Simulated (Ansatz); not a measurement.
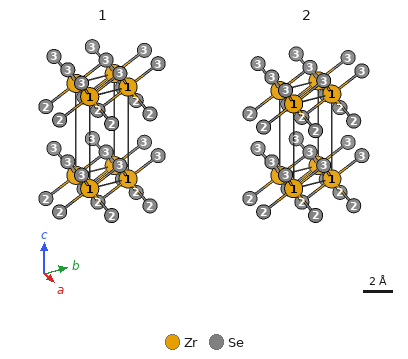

Two geometries of a crystal of ZrSe2 (set up in P-3m1), drawn at one scale. One is the start of a relaxation, the other its converged end. The picture is a ball-and-stick view of the cell of the calculation, seen slightly off an axis.

Theory: Kohn-Sham DFT of a periodic cell, HSE06, Ansatz PAW (Ansatz 0.2.0). (plane-wave cutoff 420 eV; k-point mesh 4 × 4 × 3; occupations fermi-dirac; smearing width 0.05 eV; no spin polarisation; cell and atoms relaxed; force threshold 0.01 eV/Å; at most 40 steps)

Which one is relaxed?

Structure 1 is the relaxed one. The run lets cell and atoms move. The largest moves relative to the cell, 0.13 Å, are those of Se2 and Se3. Se3 goes along −c. Zr stays in place. The drawn cell changes as follows: a = b 3.798 → 3.813 Å (+0.4 %), c 6.192 → 6.717 Å (+8.5 %); the volume changes by +9.3 %. Near-neighbour distances that change, for instance: Zr1–Se2 2.684 → 2.693 Å. The space group stays P-3m1 (No. 164). The energy falls by 21.8 meV per cell of the calculation in 6 accepted moves (7 points after the start). Largest force component: 0.033 eV/Å at the start, 0.0012 eV/Å at the end. The pressure goes from 1.12 to 0.00 GPa. The SCF was repeated once at an unchanged geometry on a basis and grid sized afresh for the cell, which shifted the energy by 1.3 meV per cell of the calculation at most.
